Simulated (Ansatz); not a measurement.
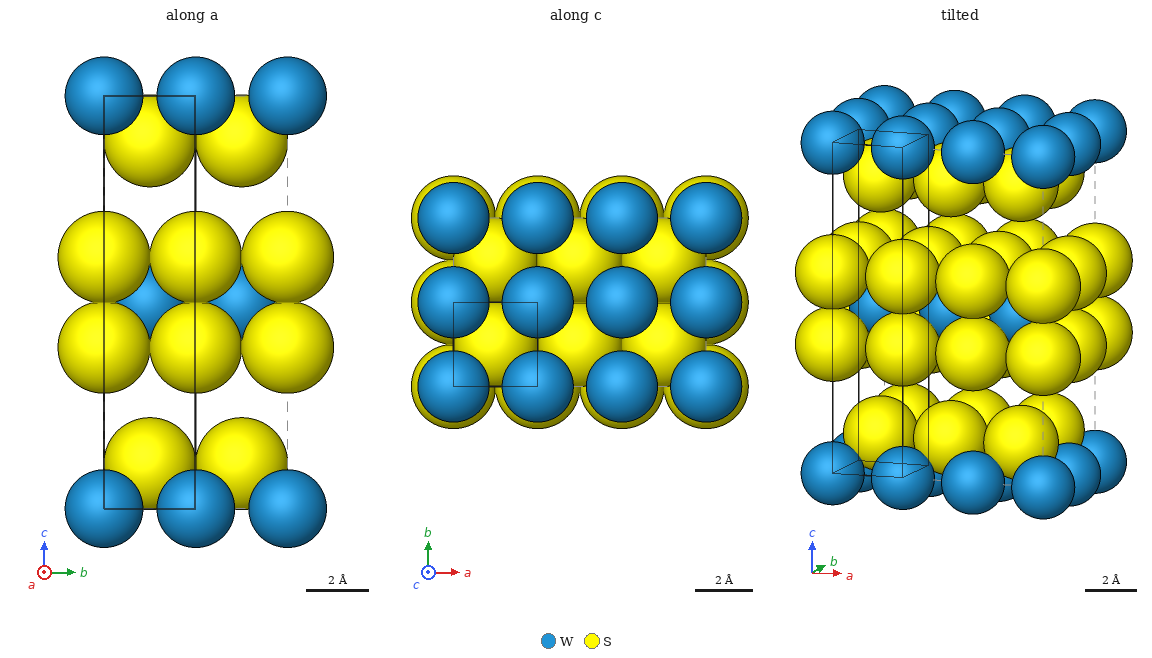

Space-filling drawing of the structure, looking along the a axis, along the c axis and slightly off an axis. 3×2×1 cells are drawn; the solid outline is the conventional unit cell. Cell: a = 2.963 Å, b = 2.963 Å, c = 13.321 Å, α = 90.00°, β = 90.00°, γ = 90.00°.

Chemical formula WS₂. The symmetry is that of I4/mmm (No. 139), on a body-centred tetragonal lattice. In the cell are 2 W, 4 S, which makes 2 formula units.

The initial geometry was a textbook structure type filled with these elements (whether it is the usual form wasn't checked). The geometry was optimised with Ansatz 0.2.0, DFT PBE, scalar-relativistic, plane waves, PAW.
